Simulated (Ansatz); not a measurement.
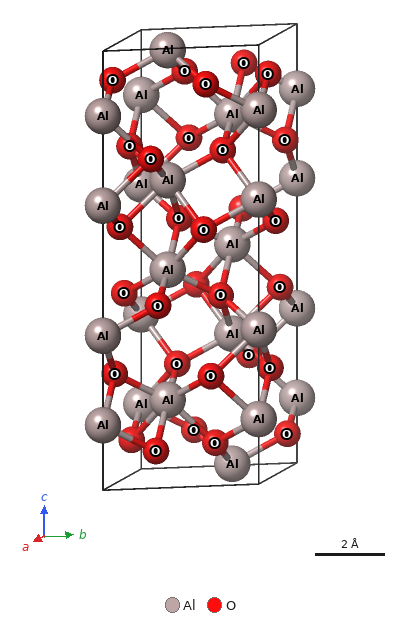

The structure as given in the input (ball-and-stick view of the cell 3 times as large as that of the calculation, set on its symmetry axes, seen slightly off an axis). An atom can appear more than once, as a periodic image.

# Single-point calculation, with input and output: Al2O3

- system: Al2O3 (10 atoms in the cell)
- method: DFT, r2SCAN, plane waves, PAW, no spin polarisation (Ansatz 0.2.0)

The structure derives from an entry of the Crystallography Open Database.

## Output
```
Engine: ansatz 0.2.0, x86_64-unknown-linux-gnu
Pseudopotentials: kind: paw
Pseudopotential: Al, paw, valence charge 3, recommended cutoff 500 eV (meta_gga), Al.paw.azcp
Pseudopotential: O, paw, valence charge 6, recommended cutoff 500 eV (meta_gga), O.paw.azcp
Functional definition: r2SCAN
  parameter k0 = 0.174
  parameter k1 = 0.065
  parameter a1 = 4.9479
  exchange = r2scan_x(k0 = k0, k1 = k1, a1 = a1)
  correlation = r2scan_c
Crystal: 10 atoms, lattice volume = 84.965 Å³
Basis set: ecut = 500 eV, 2169 PW (Γ), exchange–correlation on 160×160×160 points (64 copies of the dense FFT grid, shifted against one another)
Bands: 34, of which v1, the nominal top of the filled ones, is band 24 counted from 1 (23 counted from 0)
Symmetry: 12 space group operations
Space group: R-3c (ITA 167), of the structure as read, at distance tolerance 4.4e-5 Å
k-points: 32 of 216
Non-local potential: Al, projectors of the file, l = 0: 2, l = 1: 2, l = 2: 1
Non-local potential: O, projectors of the file, l = 0: 2, l = 1: 2, l = 2: 1
PAW form: soft (Blöchl's): semilocal exchange-correlation on the pseudo side does not see the compensation charge
PAW frozen core: Al, regenerated for the run's functional (the file was generated under x = pbe(κ = 0.804, μ = 0.2195149727645171), c = pbe(β = 0.06672455060314922))
PAW frozen core: O, regenerated for the run's functional (the file was generated under x = pbe(κ = 0.804, μ = 0.2195149727645171), c = pbe(β = 0.06672455060314922))
PAW one-centre angular grid: Al, 302 points (default); XC on 160 Gauss nodes
PAW one-centre angular grid: O, 302 points (default); XC on 160 Gauss nodes
Initial density: superposition of atomic densities (neutral atoms: chi_scale 0, normalization atom), corrected by the library's trained network
Initial wavefunctions: pseudopotential atomic-orbital guess
Functional: x = r2scan, c = r2scan; τ floored in thin density (d = 2e-4 eV/Å³)
SCF iter   1: F=—  HF=-5590.107332 eV  |F-HF|=—  |Δ(HF+E_count)|=         —  Δρ=8.07e-3  dr2=5.21e-2  dr2_τ=6.29e-1  ethr=1.77e-3  ⟨swp⟩=8.1  Hψ=6028  notcnv=0  defer=3
preconditioner: auto → Resta (q_TF=auto, 2.481 Å⁻¹)  ε∞=3.2  [insulator: Δε(μ)=7.058 eV  Ē_g=19.005 eV  σ=0.020 eV  W_gap=1.00  n_scr=20 (ndim 8)  ℏωp=27.9 eV  f_vac=0.000  D(μ)=0.00/eV (n_scr^D=0)  ε∞_Penn≈3.2]
SCF iter   2: F=—  HF=-5590.630060 eV  |F-HF|=—  |Δ(HF+E_count)|=   5.23e-1  Δρ=5.83e-3  dr2=2.21e-2  dr2_τ=1.00e-3  ethr=1.09e-4  ⟨swp⟩=3.2  Hψ=2529  notcnv=0  defer=122
SCF iter   3: F=—  HF=-5590.627234 eV  |F-HF|=—  |Δ(HF+E_count)|=   2.83e-3  Δρ=2.33e-3  dr2=3.68e-3  dr2_τ=2.22e-4  ethr=4.60e-5  ⟨swp⟩=3.0  Hψ=2116  notcnv=0  defer=90
automatic band count: iteration 3 solves 33 bands in place of 34: the levels show a gap, and the empty bands left out lie too high to hold charge; the band table lists the bands solved (type scf.n_extra_bands for more)
SCF iter   4: F=—  HF=-5590.626608 eV  |F-HF|=—  |Δ(HF+E_count)|=   6.27e-4  Δρ=6.97e-4  dr2=4.15e-4  dr2_τ=4.93e-5  ethr=7.66e-6  ⟨swp⟩=2.0  Hψ=1863  notcnv=0  defer=90
SCF iter   5: F=—  HF=-5590.626552 eV  |F-HF|=—  |Δ(HF+E_count)|=   5.53e-5  Δρ=3.23e-4  dr2=8.97e-5  dr2_τ=1.46e-6  ethr=8.65e-7  ⟨swp⟩=2.0  Hψ=1675  notcnv=0  defer=90
SCF iter   6: F=—  HF=-5590.626538 eV  |F-HF|=—  |Δ(HF+E_count)|=   1.38e-5  Δρ=9.62e-5  dr2=7.78e-6  dr2_τ=1.46e-7  ethr=1.87e-7  ⟨swp⟩=2.1  Hψ=1648  notcnv=0  defer=90
SCF iter   7: F=—  HF=-5590.626537 eV  |F-HF|=—  |Δ(HF+E_count)|=   1.49e-6  Δρ=1.19e-5  dr2=1.18e-7  dr2_τ=2.32e-9  ethr=1.62e-8  ⟨swp⟩=2.0  Hψ=1541  notcnv=0  defer=90
SCF iter   8: F=-5590.626537 eV  HF=-5590.626537 eV  |F-HF|=7.75e-10  |Δ(HF+E_count)|=   2.41e-8  Δρ=1.42e-6  dr2=1.60e-9  dr2_τ=1.04e-10  ethr=2.08e-10  ⟨swp⟩=11.1  Hψ=4648  notcnv=0
SCF 1 converged in 8 iterations: F = -5590.626537 eV  dr2 = 1.60e-9
  greatest PAW one-centre occupation: 0.866 electrons in one spin orbital (limit 2), on the O atom at site 9 (counted from 0), in its partial waves of l = 0
```

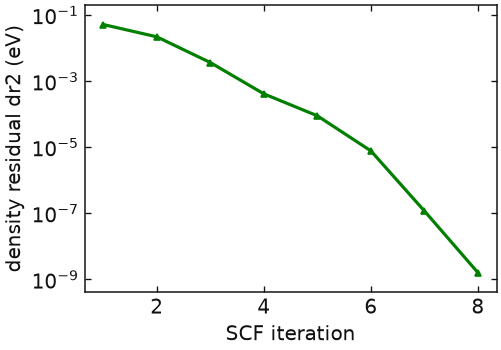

Convergence of the self-consistent field: density residual dr2 against the SCF iteration. The residual falls at every step.

```
SCF converged after 8 iterations
Free energy (F): -5590.626537 eV
Harris-Foulkes:  -5590.626537 eV  (|F-HF|=7.75e-10)
Internal energy: -5590.626537 eV  (E = F + TS)
E sigma→0 (E₀):  -5590.626537 eV
Fermi energy:    10.914198 eV
--- Per-component energies (eV) ---
  E_band       = 34.373306
  E_kinetic    = 1193.070984
  E_local      = -1987.092486  (includes V_loc(G=0)·N_el)
  E_nonlocal   = 318.375782
  E_hartree    = 741.361550
  E_xc         = -601.456697
  E_vxc        = -779.024342  (∫ρ·V_xc dr)
  E_paw        = -2856.704852  (= ΣΔE_a)
  E_vpaw       = -240.905471  (= ΣTr[D̂ρ^β])
  E_aug_tail   = 0.006172  (compensation charges beyond the density's cutoff)
  E_vtau       = 47.217618  (kinetic-family band-sum trace: ∫τ·v_τ [+ j·A + Jᵃ·Aᵃ] dr)
  E_ewald      = -2397.754912
  E_core_change = -0.432078  (= ΣΔE_core)
  E_smearing   = -0.000000  (= −TS)
  E_closure    = 0.000000  (closes the sum)
  Σ components = -5590.626537   (vs F -5590.626537, Δ=0.00e0)
--- Forces (eV/Å), atoms counted from 1 ---
  atom   1  Al    -0.00000000     0.00000000    -0.00079539
  atom   2  Al    -0.00000000    -0.00000000     0.00079539
  atom   3  Al     0.00000000     0.00000000     0.00079539
  atom   4  Al     0.00000000     0.00000000    -0.00079539
  atom   5  O     -0.00270102     0.00000000     0.00000000
  atom   6  O      0.00135051    -0.00233915     0.00000000
  atom   7  O      0.00135051     0.00233915     0.00000000
  atom   8  O      0.00270102     0.00000000    -0.00000000
  atom   9  O     -0.00135051     0.00233915    -0.00000000
  atom  10  O     -0.00135051    -0.00233915     0.00000000
  max |Σ_I F_I| component: 3.90e-18 eV/Å
--- Stress (GPa, compression-positive) ---
       -0.033296      -0.000000      -0.000000
       -0.000000      -0.033296      -0.000000
       -0.000000      -0.000000      -0.004490
  P = ⅓ Tr σ = -0.0237 GPa (-0.237 kbar)
--- Band table (eV; the first three rows and the last of 32) ---
  k-point 0: bands = ["-12.8438", "-10.5624", "-10.2881", "-10.2881", "-9.9811", "-9.9811", "0.4063", "1.4173", "1.7421", "1.7421", "2.8608", "2.9749", "2.9749", "4.0047", "4.4112", "5.8864", "5.8864", "6.0113", "6.0113", "6.8258", "6.8258", "7.2981", "7.2981", "7.3465", "14.4819", "17.4807", "19.3050", "19.9639", "19.9639", "20.0372", "20.7748", "20.8138", "20.8138"]
  k-point 1: bands = ["-12.7014", "-10.6333", "-10.3654", "-10.3149", "-10.0461", "-9.9906", "0.5589", "1.1532", "1.5670", "2.3102", "2.3765", "2.9147", "3.8532", "4.5522", "4.6702", "5.4169", "5.7758", "5.9189", "6.0821", "6.4646", "6.6356", "6.9905", "7.2559", "7.2902", "15.1102", "17.9990", "18.8035", "19.5490", "19.6858", "19.8946", "21.0210", "21.0581", "21.3044"]
  k-point 2: bands = ["-12.2976", "-11.0762", "-10.3415", "-10.3131", "-10.1846", "-10.0518", "0.7381", "1.1763", "1.4327", "2.2105", "2.9975", "3.4731", "4.2805", "4.8907", "5.0276", "5.1729", "5.4773", "5.5792", "5.8702", "5.9498", "6.4722", "6.7775", "7.1035", "7.1493", "16.4518", "18.2315", "18.5184", "18.9253", "19.2870", "19.9084", "20.7446", "20.7705", "21.3109"]
  k-point 31: bands = ["-11.8567", "-11.8567", "-10.1519", "-10.1519", "-10.1519", "-10.1519", "1.7232", "1.7232", "2.8577", "2.8577", "2.8577", "2.8577", "3.2478", "3.2478", "5.0667", "5.0667", "5.3068", "5.3068", "5.3068", "5.3068", "6.9514", "6.9514", "6.9514", "6.9514", "16.9729", "16.9729", "19.5376", "19.5376", "21.0377", "21.0377", "21.1912", "21.1912", "21.1912"]
```

This output came from the following input.

## Input
```yaml
crystal:
  lattice:
    - [2.3795714509, 1.3738462177, 4.3316358116]
    - [-2.3795714509, 1.3738462177, 4.3316358116]
    - [0.0, -2.7476924354, 4.3316358116]
  atoms:
    - { symbol: Al, position: [0.8519165699, 0.8519165699, 0.8519165699] }
    - { symbol: Al, position: [0.6480834301, 0.6480834301, 0.6480834301] }
    - { symbol: Al, position: [0.1480834301, 0.1480834301, 0.1480834301] }
    - { symbol: Al, position: [0.3519165699, 0.3519165699, 0.3519165699] }
    - { symbol: O, position: [0.0563854983, 0.4436145017, 0.75] }
    - { symbol: O, position: [0.75, 0.0563854983, 0.4436145017] }
    - { symbol: O, position: [0.4436145017, 0.75, 0.0563854983] }
    - { symbol: O, position: [0.9436145017, 0.5563854983, 0.25] }
    - { symbol: O, position: [0.25, 0.9436145017, 0.5563854983] }
    - { symbol: O, position: [0.5563854983, 0.25, 0.9436145017] }
basis:
  ecutwfc: "500 eV"
kpoints:
  mp_grid: { grid: [6, 6, 6] }
hamiltonian:
  xc: r2scan
scf:
  occupations: { method: gaussian, width: 0.02 }
output:
  forces: true
  eigenvalues: true
  stress: true
```

Launch command:
```bash
ansatz run input.yaml --threads 4 --pin off --max-ram 10240MiB --backend cpu --events-out ev --progress --plain --runs-dir out
```

## Summary

| quantity | value |
| --- | --- |
| outcome | converged |
| space group (tolerance 0.01 Å) | R-3c (167) |
| electrons treated | 48 |
| free energy | −5590.6265 eV |
| Fermi energy | 10.914 eV |
| gap on the k-point mesh | 7.14 eV |
| pressure | −0.02 GPa |
| largest force (length of the vector) | 0.003 eV/Å |
| hardware | 4 threads of Intel Xeon (Granite Rapids), 32 GiB of memory available, shared host |
| wall time | 1.9 s (CPU time 6.8 s) |
| peak memory | 0.74 GiB |

## Notes

Settings chosen away from the usual ones: basis.ecutwfc set to 500 eV (from 500).
